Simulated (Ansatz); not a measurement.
# Al3Ni2: what the fields show

Input

```
crystal:
  lattice:
    - [3.9941957288, 0.0, 0.0]
    - [-1.9970978644, 3.4590749688, 0.0]
    - [0.0, 0.0, 4.880862]
  atoms:
    - { symbol: Ni, position: [0.6666666667, 0.3333333333, 0.853428], spin: 1.0 }
    - { symbol: Ni, position: [0.3333333333, 0.6666666667, 0.146572], spin: 1.0 }
    - { symbol: Al, position: [0.6666666667, 0.3333333333, 0.351917] }
    - { symbol: Al, position: [0.3333333333, 0.6666666667, 0.648083] }
    - { symbol: Al, position: [0.0, 0.0, 0.0] }
hamiltonian:
  xc: pbesol
  pseudopotentials: { kind: paw }
  dispersion: d4
magnetization:
  spin_polarized: true
kpoints:
  mp_grid: { grid: [8, 8, 6] }
scf:
  occupations: { method: fermi_dirac, width: 0.05 }
output:
  forces: true
  stress: true
  eigenvalues: true
  write_density: true
  write_potential: true
  elf: true
  volumetric_format: npy
relax:
  f_tol: 0.01
  max_steps: 40
  cell: { stress_tol: 0.05 }
```

Command:

```sh
ansatz run input.yaml --threads 2 --pin off --max-ram 5632MiB --backend cpu --events-out ev --progress --plain --runs-dir out
```

Below, planes, directions and counts refer to the conventional cell (a = 3.97 Å, b = 3.97 Å, c = 4.85 Å, α = 90.00°, β = 90.00°, γ = 120.00°).

The fields are those of the run's last geometry, not of the input's.

Space group P-3m1; a structure from a database of computed crystals, not necessarily the ambient phase; the program warned that a starting moment wasn't kept; spin-polarised, but the moments vanished.

Level of theory: Ansatz 0.2.0, Kohn-Sham DFT of a periodic cell, PBEsol with D4, Ansatz PAW.

In a PAW calculation such maps are meaningful between the atoms, not at the nuclei.

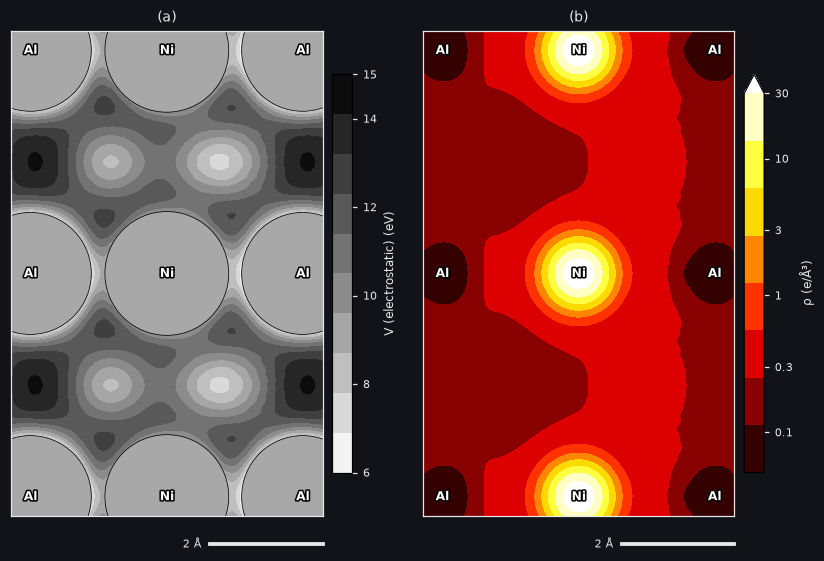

Figure 1. (a) electrostatic potential energy of an electron; (b) valence charge density (pseudo) on the (11̄0) plane of the conventional cell. Grey discs cover the atomic cores in the potential map.

**Read the bonding off the picture.**

The plane passes through Ni and Al nuclei.
Al–Ni (2.43 Å): ρ at the midpoint is about 0.38 e/Å³.
Between the atoms the lowest density in this plane is 0.13 e/Å³.
Outside the cores the potential energy rises away from the atoms and is highest about 1.6 Å from the nearest atoms; its zero is arbitrary.

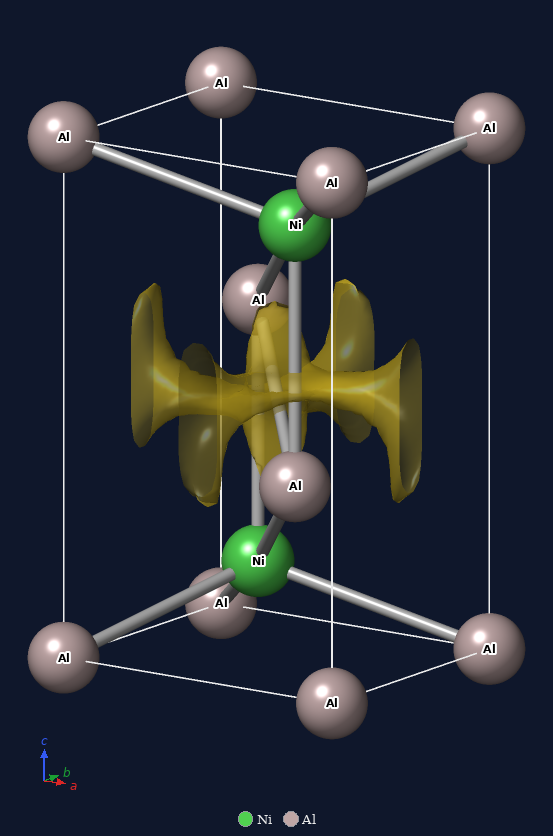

Figure 2. Isosurface of the electron localisation function at 0.65 (yellow), seen slightly off an axis. Only the valence region is drawn (cores and ρ < 0.01 e/Å³ removed). Sticks mark near contacts.

**What do the ELF domains correspond to?**

The surface consists of sheets that run through the cell in two directions, counted in one cell of 5 atoms. Any copies at cell faces, edges or corners count once.


Al–Ni (2.40 Å): the ELF is about 0.40 at the midpoint. Ni–Ni (2.69 Å): the ELF is about 0.30 at the midpoint.

**Does the calculation give a band gap?**

It is metallic or semimetallic at this level of theory: no gap opens.
